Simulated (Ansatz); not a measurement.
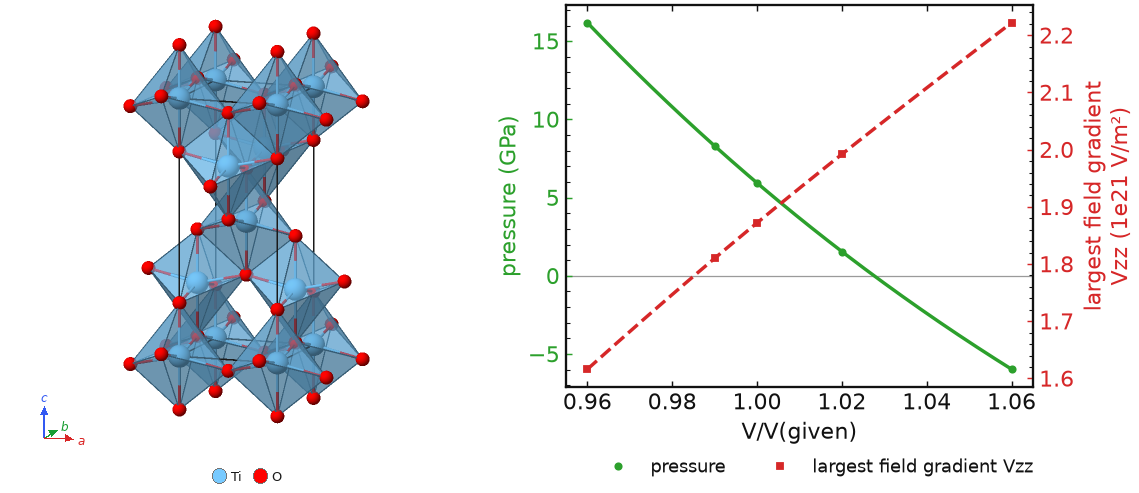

Caption: Pressure and largest field gradient Vzz against V/V(given) for TiO₂, space group I4_1/amd (No. 141). The conventional cell is drawn beside the plot.

V(given) is 11.36 Å³/atom.

The pressure falls from 16.2 GPa at V/V(given) 0.96 to −6.0 GPa at 1.06, and changes sign near 1.03. The largest field gradient Vzz rises from 1.616 1e21 V/m² at V/V(given) 0.96 to 2.222 1e21 V/m² at 1.06. The volume at zero pressure from a fit of the pressures is 11.7 Å³/atom. The bulk modulus from that fit is 206 GPa.

How it was computed, with Ansatz 0.2.0: periodic Kohn-Sham DFT of a crystal at fixed atoms, scaled to the stated factor times the given cell; pressure positive in compression. Level: PBE.

method frozen-core PAW; relativity scalar; k mesh 13×13×13; occupations Fermi–Dirac; smearing width 0.08 eV; wave cutoff 420 eV; PAW set soft_2.

Cell as given: a = 5.458 Å, b = 5.458 Å, c = 5.458 Å, α = 139.43°, β = 139.43°, γ = 58.73°; 6 atoms.

Limits of the calculation: shape and atomic fractions are frozen while scaling, which makes layered, chain and framework solids too stiff.

Input of one of the runs behind the figure:
```
crystal:
  lattice:
    - [-1.8925, 1.8925, 4.757]
    - [1.8925, -1.8925, 4.757]
    - [1.8925, 1.8925, -4.757]
  atoms:
    - { symbol: Ti, position: [0.0, 0.0, 0.0] }
    - { symbol: Ti, position: [0.75, 0.25, 0.5] }
    - { symbol: O, position: [0.2066, 0.2066, 0.0] }
    - { symbol: O, position: [0.9566, 0.4566, 0.5] }
    - { symbol: O, position: [0.5434, 0.0434, 0.5] }
    - { symbol: O, position: [0.7934, 0.7934, 0.0] }
kpoints:
  mp_grid: { grid: [13, 13, 13] }
  band_path:
    path:
      - [0.0, 0.0, 0.0]
      - [0.0, 0.0, 0.5]
      - [0.25, 0.25, 0.25]
      - [0.0, 0.5, 0.0]
      - [0.0, 0.0, 0.0]
      - [0.5, 0.5, -0.5]
      - [0.289568126, 0.710431874, -0.289568126]
      - [-0.289568126, 0.289568126, 0.289568126]
      - [0.0, 0.0, 0.0]
    npoints: 14
scf:
  occupations: { method: fermi_dirac, width: 0.08 }
hamiltonian:
  xc: pbe
  pseudopotentials: { kind: paw }
output:
  forces: true
  stress: true
  eigenvalues: true
  efg: { contact_densities: true }
  populations: true
  bader: true
  dos: { projected: true, de: 0.2, e_range: [-14, 8] }
  write_density: true
  write_potential: true
  elf: true
  volumetric_format: npy
```

Launched with:
```bash
ansatz run input.yaml --threads 2 --pin off --max-ram 6144MiB --backend cpu --events-out ev --progress --plain --runs-dir out
```
